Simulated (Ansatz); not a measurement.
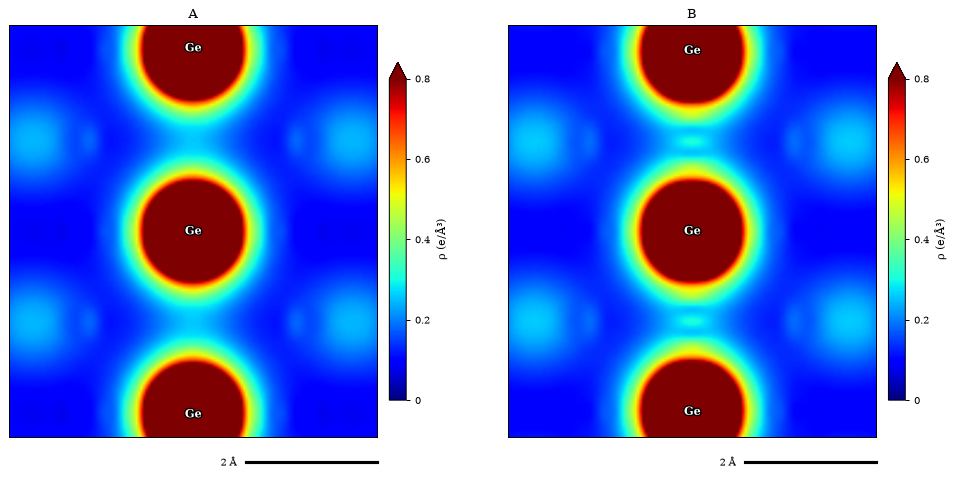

Ge. The valence electron density of two cells that differ in size, on the (100) plane of each (indices in the axes of the calculation cell), at one length scale and on one colour scale: A has 19.7 Å³ an atom and B 18.9.

Computed with DFT, revPBE, plane waves (420 eV) with PAW, scalar-relativistic (Ansatz).

Core electrons are frozen (PAW), and the valence fields are smoothed inside the atomic spheres.

The larger cell:

```xyz
3
Lattice="4.9362 0.0000 0.0000 -2.4681 4.2749 0.0000 0.0000 0.0000 2.8047" Properties=species:S:1:pos:R:3 pbc="T T T"
Ge    0.0000    0.0000    0.0000
Ge    0.0000    2.8499    1.4024
Ge    2.4681    1.4249    1.4024
```

The smaller cell: a = 4.870 Å, b = 4.870 Å, c = 2.767 Å, α = 90.00°, β = 90.00°, γ = 120.00°.

### What changes from the larger cell to the smaller?

From the larger cell to the smaller, Ge–Ge goes from 2.80 to 2.77 Å, and the density at its midpoint from 0.26 to 0.31 e/Å³; the pressure goes from 0.1 to 2.8 GPa.
